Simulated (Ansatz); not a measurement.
LiI (space group Fm-3m, No. 225): the end point of a relaxation with DFT, PBEsol, PAW with Ansatz's default frozen-core files, scalar-relativistic in Ansatz 0.2.0.

```xyz
8
Lattice="5.9022 0.0000 0.0000 0.0000 5.9022 0.0000 0.0000 0.0000 5.9022" Properties=species:S:1:pos:R:3 pbc="T T T"
Li    0.0000    0.0000    0.0000
I     2.9511    0.0000    0.0000
Li    0.0000    2.9511    2.9511
I     2.9511    2.9511    2.9511
Li    2.9511    0.0000    2.9511
I     0.0000    0.0000    2.9511
Li    2.9511    2.9511    0.0000
I     0.0000    2.9511    0.0000
```

Bonds are taken as I–Li below 3.3 Å; no other contact counts. Simplification: prune 0- and 1-connected atoms, fold 2-connected ones into links.

What net does this leave?

The result is a uninodal 6-connected, three-periodic net: Li and I are 6-connected nodes. It is the pcu net, known from NaCl, ReO3 and the B-X framework of perovskite. It is a single net, without interpenetration.

| node | links | point symbol | coordination sequence |
| --- | --- | --- | --- |
| Li and I | 6 | 4^12.6^3 | 6 18 38 66 102 146 198 258 |

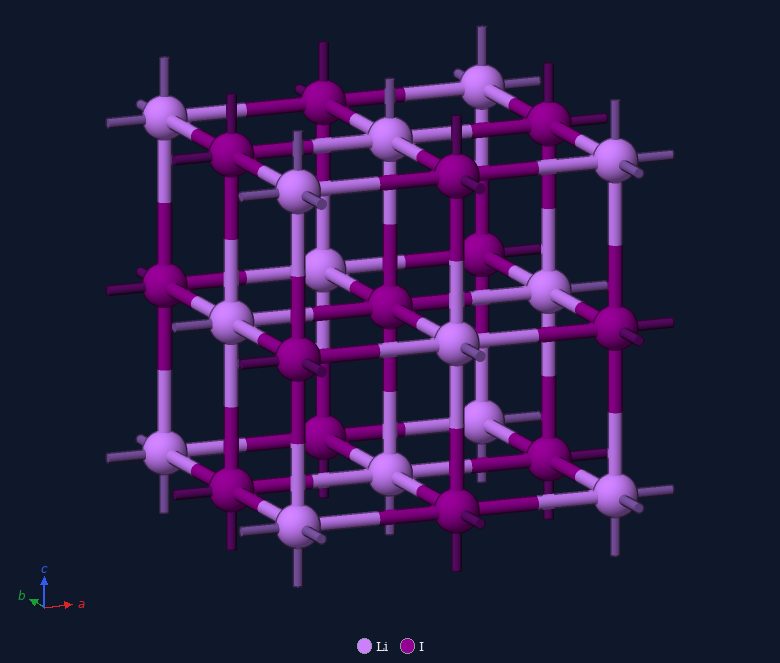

Nodes are coloured by element. Edges to nodes outside the piece are drawn as stubs.
